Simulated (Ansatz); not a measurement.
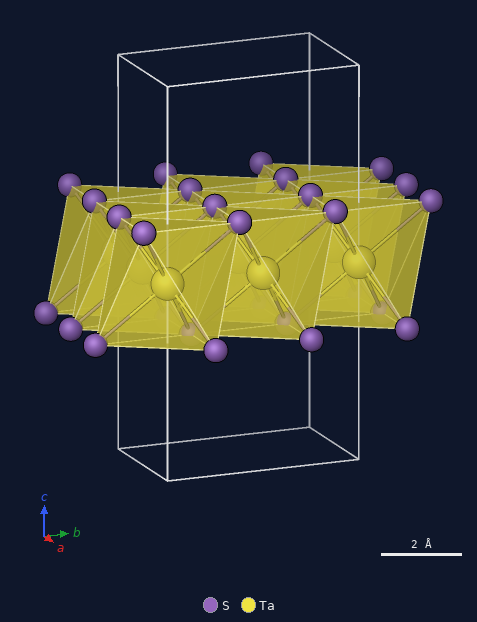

*The structure as given in the input (polyhedral view of the 2 × 2 repeat of the cell, with the vacuum cut short, seen slightly off an axis; polyhedra are completed across the faces of the cell).*

Single-point calculation of TaS2

System: TaS2 (slab, 3 atoms in the cell).
Method: DFT PBE+D3(BJ), scalar-relativistic, plane waves, PAW, no spin polarisation (Ansatz 0.2.0).

The structure derives from an entry of the Crystallography Open Database. Figures and captions count atoms from 1; the log counts them from 0 in places.

## The program's output
```
Engine: ansatz 0.2.0, aarch64-unknown-linux-gnu
Pseudopotentials: kind: paw
Pseudopotential: S, paw, valence charge 6, recommended cutoff 420 eV (normal), S.paw.azcp
Pseudopotential: Ta, paw, valence charge 13, recommended cutoff 420 eV (normal), Ta.paw.azcp
Functional definition: PBE
  parameter kappa = 0.804
  parameter beta = 0.06672455060314922
  exchange = pbe_x(kappa = kappa, mu = beta*pi^2/3)
  correlation = pbe_c(beta = beta)
Crystal: 3 atoms, lattice volume = 287.165 Å³
Basis set: ecut = 420 eV, 5687 PW (Γ), exchange–correlation on 48×48×432 points (8 copies of the dense FFT grid, shifted against one another)
Bands: 17, of which v1, the nominal top of the filled ones, is band 13 counted from 1 (12 counted from 0)
Symmetry: 12 space group operations
Space group: P-3m1 (ITA 164), of the structure as read, at distance tolerance 6.6e-5 Å
k-points: 27 of 225
Non-local potential: S, projectors of the file, l = 0: 2, l = 1: 2, l = 2: 2
Non-local potential: Ta, projectors of the file, l = 0: 3, l = 1: 2, l = 2: 2, l = 3: 1
PAW form: soft (Blöchl's): semilocal exchange-correlation on the pseudo side does not see the compensation charge
PAW one-centre angular grid: S, 110 points (default); XC on 64 Gauss nodes
PAW one-centre angular grid: Ta, 590 points (default); XC on 64 Gauss nodes
Initial density: superposition of atomic densities (neutral atoms: chi_scale 0, normalization atom), corrected by the library's trained network
Initial wavefunctions: pseudopotential atomic-orbital guess
Functional: x = pbe(κ = 0.804, μ = 0.2195149727645171), c = pbe(β = 0.06672455060314922)
SCF iter   1: F=—  HF=-11740.085507 eV  |F-HF|=—  |Δ(HF+E_count)|=         —  Δρ=1.36e-3  dr2=7.16e-3  ethr=1.77e-3  ⟨swp⟩=14.4  Hψ=4541  notcnv=0
preconditioner: auto → LDOS  [insulator: Δε(μ)=0.108 eV  Ē_g=9.273 eV  σ=0.100 eV  W_gap=0.53  n_scr=18 (ndim 8)  ℏωp=9.0 eV  f_vac=0.781  D(μ)=1.38/eV (n_scr^D=8)  ε∞_Penn≈1.9  β→1.0]
SCF iter   2: F=—  HF=-11740.085532 eV  |F-HF|=—  |Δ(HF+E_count)|=   2.51e-5  Δρ=8.26e-4  dr2=4.21e-3  ethr=2.87e-5  ⟨swp⟩=3.7  Hψ=1468  notcnv=0  defer=3
SCF iter   3: F=—  HF=-11740.084579 eV  |F-HF|=—  |Δ(HF+E_count)|=   9.53e-4  Δρ=1.84e-4  dr2=1.43e-4  ethr=1.68e-5  ⟨swp⟩=2.5  Hψ=735  notcnv=0  defer=3
SCF iter   4: F=—  HF=-11740.084599 eV  |F-HF|=—  |Δ(HF+E_count)|=   2.04e-5  Δρ=3.08e-5  dr2=3.82e-6  ethr=5.72e-7  ⟨swp⟩=4.1  Hψ=1088  notcnv=0  defer=3
SCF iter   5: F=—  HF=-11740.084613 eV  |F-HF|=—  |Δ(HF+E_count)|=   1.41e-5  Δρ=8.41e-6  dr2=1.71e-7  ethr=1.53e-8  ⟨swp⟩=3.4  Hψ=1036  notcnv=0  defer=3
SCF iter   6: F=-11740.084614 eV  HF=-11740.084614 eV  |F-HF|=8.85e-8  |Δ(HF+E_count)|=   6.18e-7  Δρ=1.82e-6  dr2=3.94e-9  ethr=4.00e-10  ⟨swp⟩=15.8  Hψ=3583  notcnv=0
SCF 1 converged in 6 iterations: F = -11740.084614 eV  dr2 = 3.94e-9
  greatest PAW one-centre occupation: 0.999 electrons in one spin orbital (limit 2), on the Ta atom at site 1 (counted from 0), in its partial waves of l = 0
```

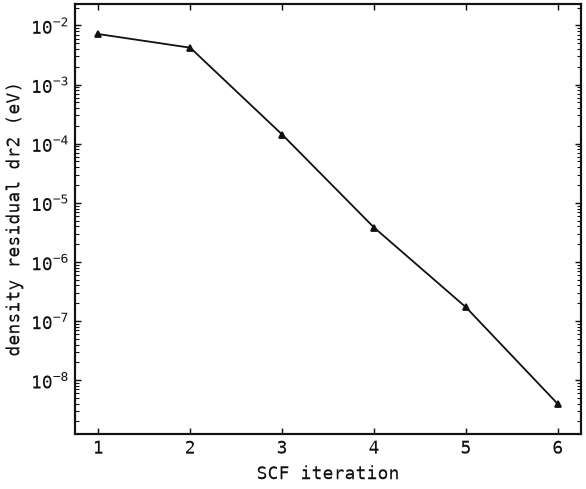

*Convergence of the self-consistent field: density residual dr2 against the SCF iteration.*

The residual falls at every step.

```
SCF converged after 6 iterations
Free energy (F): -11740.084614 eV
Harris-Foulkes:  -11740.084614 eV  (|F-HF|=8.85e-8)
Internal energy: -11740.077812 eV  (E = F + TS)
E sigma→0 (E₀):  -11740.081213 eV
Entropy (-TS):   -0.006801 eV (-2.267 meV/atom)
Fermi energy:    -4.983352 eV
--- Per-component energies (eV) ---
  E_band       = -575.844919
  E_kinetic    = 588.255610
  E_local      = -43331.152354  (includes V_loc(G=0)·N_el)
  E_nonlocal   = 72.508954
  E_hartree    = 21300.944600
  E_xc         = -415.992482
  E_vxc        = -383.262114  (∫ρ·V_xc dr)
  E_paw        = -9598.165328  (= ΣΔE_a)
  E_vpaw       = -124.085634  (= ΣTr[D̂ρ^β])
  E_aug_tail   = 0.000135  (compensation charges beyond the density's cutoff)
  E_ewald      = 19644.460578
  E_disp       = -0.937526  (pairwise vdW)
  E_smearing   = -0.006801  (= −TS)
  E_closure    = 0.000000  (closes the sum)
  Σ components = -11740.084614   (vs F -11740.084614, Δ=0.00e0)
--- Forces (eV/Å), atoms counted from 1 ---
  atom   1  S     -0.00000000    -0.00000000    -1.53235097
  atom   2  Ta    -0.00000000     0.00000000     0.00000000
  atom   3  S      0.00000000     0.00000000     1.53235097
  max |Σ_I F_I| component: 2.22e-16 eV/Å
--- 2D stress c σ (N/m, compression-positive) ---
        9.987912       0.000000       0.000000
        0.000000       9.987912       0.000000
        0.000000       0.000000       0.000000
  P = ½ c Tr σ = 9.9879 N/m
--- Band table (eV; the first three rows and the last of 27) ---
  k-point 0: bands = ["-73.3920", "-40.0002", "-39.8443", "-39.8443", "-20.2698", "-18.5381", "-11.7233", "-8.8693", "-8.8693", "-7.8523", "-5.3635", "-5.3635", "-4.7417", "-4.7218", "-4.7218", "-0.4455", "-0.4455"]
  k-point 1: bands = ["-73.3910", "-39.9961", "-39.8652", "-39.8490", "-20.1885", "-18.5278", "-11.6280", "-9.1945", "-8.8267", "-7.5788", "-6.0774", "-5.7732", "-4.7822", "-4.3112", "-4.2932", "-0.7490", "-0.4765"]
  k-point 2: bands = ["-73.3880", "-39.9844", "-39.9239", "-39.8622", "-19.9533", "-18.4982", "-11.3541", "-9.7194", "-8.7233", "-7.3495", "-7.0938", "-6.3042", "-4.9496", "-3.8808", "-3.7097", "-1.1694", "-0.5075"]
  k-point 26: bands = ["-73.3645", "-40.1679", "-40.1679", "-39.8915", "-17.8852", "-17.8852", "-10.7454", "-10.6646", "-10.6646", "-8.7279", "-8.7279", "-8.5930", "-3.1588", "-3.1588", "-3.0834", "-0.0347", "-0.0347"]
```

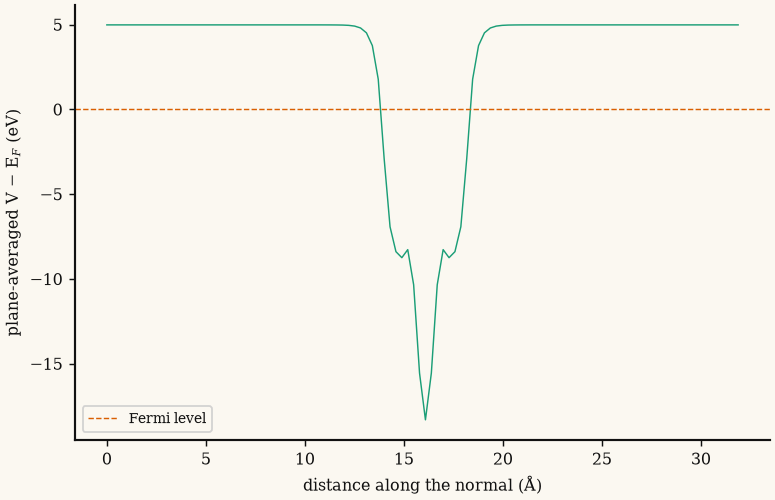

*Plane average of the electrostatic potential energy of an electron across the cell, from the Fermi level.*

The vacuum level lies 4.98 eV above the Fermi level.

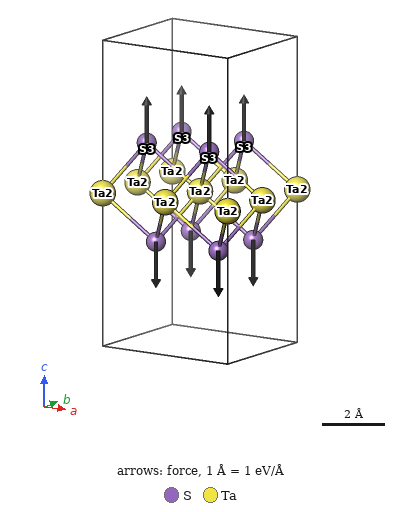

*Forces on the atoms as black arrows (ball-and-stick view of the 2 × 2 repeat of the cell, with the vacuum cut short, seen slightly off an axis; atoms are numbered from 1 in the order of the input).*

The largest act on S1, S3 (1.53 eV/Å). The geometry is not a stationary point of this energy.

The run was set up as follows.

## Input
```yaml
crystal:
  lattice:
    - [3.21, 0.0, 0.0]
    - [-1.605, 2.7799415461, 0.0]
    - [0.0, 0.0, 32.1803051422]
  atoms:
    - { symbol: S, position: [0.6666666667, 0.3333333333, 0.4528904405] }
    - { symbol: Ta, position: [0.0, 0.0, 0.5] }
    - { symbol: S, position: [0.3333333333, 0.6666666667, 0.5471095595] }
  periodic: [true, true, false]
basis:
  ecutwfc: 420
kpoints:
  mp_grid: { grid: [15, 15, 1] }
hamiltonian:
  xc: pbe
  dispersion: d3bj
scf:
  occupations: { method: gaussian, width: 0.1 }
output:
  forces: true
  stress: true
  eigenvalues: true
```

Command:
```bash
ansatz run input.yaml --threads 1 --pin off --max-ram 3072MiB --backend cpu --events-out ev --progress --plain --runs-dir out
```

## Key numbers

```tsv
quantity	value
outcome	converged
electrons treated	25
free energy	−11740.0846 eV
work function, top face	4.98 eV
work function, bottom face	4.98 eV
Fermi energy	−4.983 eV
gap on the k-point mesh	none (metallic)
work function (upper face)	4.98 eV
largest force (length of the vector)	1.532 eV/Å
hardware	1 thread of Arm Neoverse V1, 24 GiB of memory available, shared host
wall time	8.2 s
peak memory	0.49 GiB
```

## Notes

Spin–orbit coupling is left out, which matters for Ta. The cell holds an odd number of electrons but the run has no spin polarisation, so it comes out as a metal.
